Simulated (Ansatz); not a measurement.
B

Input file:

```
crystal:
  lattice:
    - [0.0, 1.4596712862, 1.4596712862]
    - [1.4596712862, 0.0, 1.4596712862]
    - [1.4596712862, 1.4596712862, 0.0]
  atoms:
    - { symbol: B, position: [0.0, 0.0, 0.0] }
hamiltonian:
  xc: rpbe
  pseudopotentials:
    kind: paw
    azcp:
      B: "pseudopotentials/B.paw.azcp"
basis:
  ecutwfc: 420
  fft_grid_basis: typed
kpoints:
  mp_grid: { grid: [21, 21, 21], shift: [0, 0, 0] }
magnetization:
  spin_polarized: false
scf:
  occupations: { method: fermi_dirac, width: 0.1 }
  lower_state_search: "off"
output:
  stress: true
  write_density: true
  write_potential: true
  elf: true
  volumetric_format: npy
```

Launched as:

```sh
ansatz run input.yaml --threads 2 --pin off --max-ram 5120MiB --backend cpu --events-out ev --progress --plain --runs-dir out
```

Below, planes, directions and counts refer to the conventional cell (a = 2.92 Å, b = 2.92 Å, c = 2.92 Å, α = 90.00°, β = 90.00°, γ = 90.00°).

Space group Fm-3m; set up as B, fcc; a generated structure, not necessarily the stable one; changed on purpose from its base cell (volume × 1.04); computed pressure about −10 GPa in this cell; computed without spin polarisation.

Level of theory: DFT, RPBE, plane waves (420 eV) with PAW, scalar-relativistic in Ansatz 0.2.0.

> Predict the valence pseudo-density and electron localisation function between the atoms.

B–B (2.06 Å): ρ is about 0.48 e/Å³ halfway; the ELF peaks at about 0.60 between the atoms.

> Metal or insulator at this level of theory?

It is gapless in this calculation (a metal or semimetal).

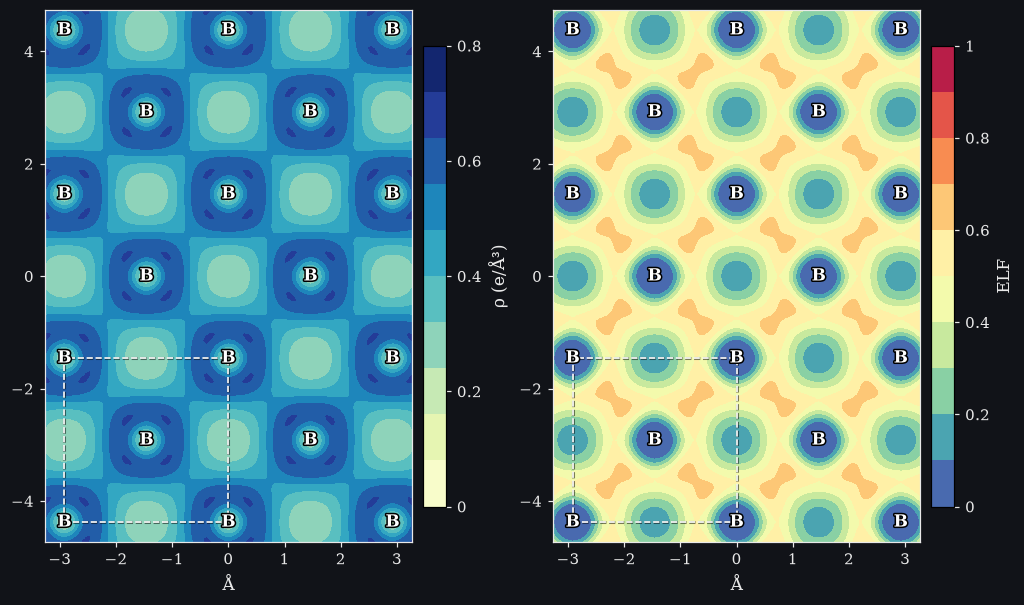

Computed valence pseudo-density and electron localisation function on the (100) plane of the conventional cell, in this order. 
